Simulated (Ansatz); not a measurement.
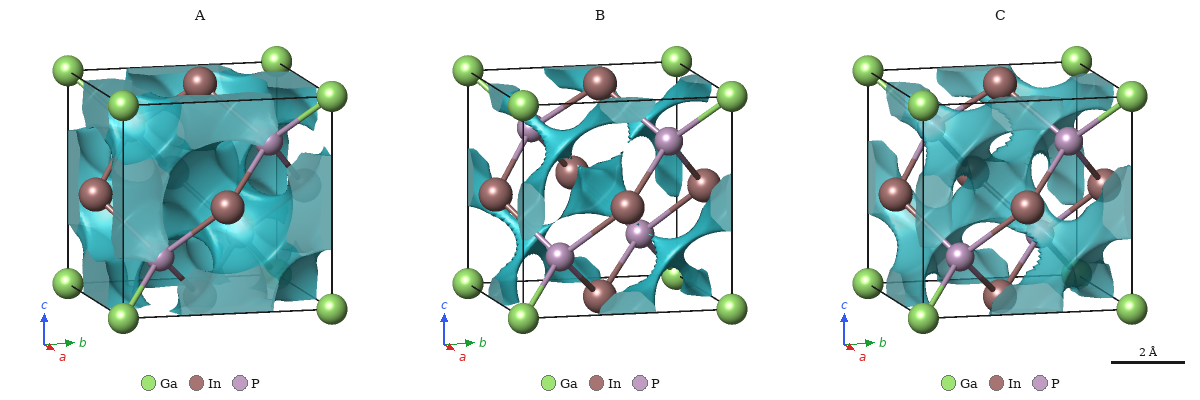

Three surfaces of the space that a probe's centre can reach in In₃GaP₄ (P-43m), computed for probe radii of 0.45, 0.75, 0.95 Å, in shuffled order. Pale faces close the region where the drawn box cuts it.

The atoms' radii are covalent radii (Cordero): Ga 1.22 Å, In 1.42 Å, P 1.07 Å.

The cell is taken from the geometry relaxed in a fixed cell with DFT PBE, scalar-relativistic, plane waves, PAW in Ansatz 0.2.0.

```
Ga In P
1.0
     5.95979    0.00000    0.00000
     0.00000    5.95979    0.00000
     0.00000    0.00000    5.95979
Ga In P
1 3 4
Direct
  0.00000 0.00000 0.00000
  0.00000 0.50000 0.50000
  0.50000 0.00000 0.50000
  0.50000 0.50000 0.00000
  0.23937 0.23937 0.76063
  0.23937 0.76063 0.23937
  0.76063 0.23937 0.23937
  0.76063 0.76063 0.76063
```

**Which panel belongs to which radius, and what does each show?**

A: 0.45 Å, a three-dimensional network, 34 % of the volume. C: 0.75 Å, a three-dimensional network, 14 % of the volume. B: 0.95 Å, a three-dimensional network, 5 % of the volume. The larger the probe, the smaller the space left to it.
